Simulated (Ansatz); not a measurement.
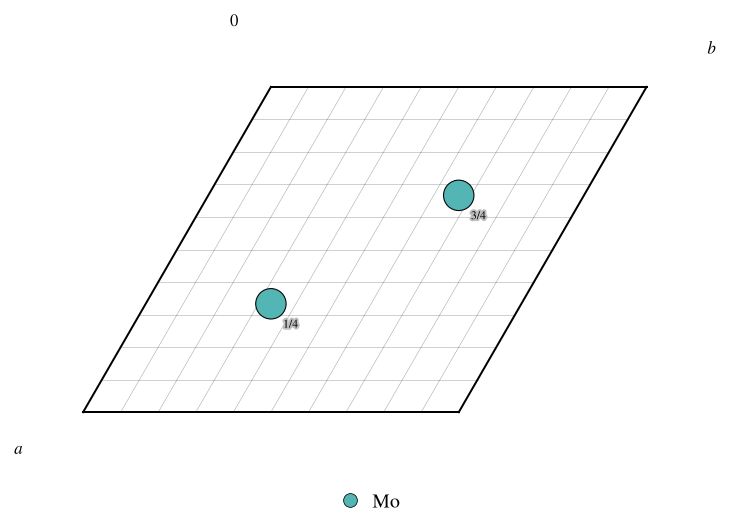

Plan of a unit cell projected along c (a down the page, b across); the numbers are heights as fractions of c, and atoms on the cell's edges are repeated. The grid marks tenths of a and b. Source: the end point of a relaxation at fixed volume with Ansatz, DFT PBE, spin-orbit coupling, plane waves, PAW; the starting structure was generated, so it need not be a known form of this composition. The drawing is computed from the coordinates (standard cell, symmetry found to 0.002 Å).

a = 2.759 Å, b = 2.759 Å, c = 4.909 Å, α = 90.00°, β = 90.00°, γ = 120.00°.

### What does the cell contain?

2 Mo: Mo, Z = 2.

### Which space group?

P6₃/mmc (No. 194), primitive hexagonal.

### Give the independent sites, coordinates to two places.

```csv
atom,site,symmetry,x,y,z
Mo,2d,-6m2,0.33,0.67,0.75
```
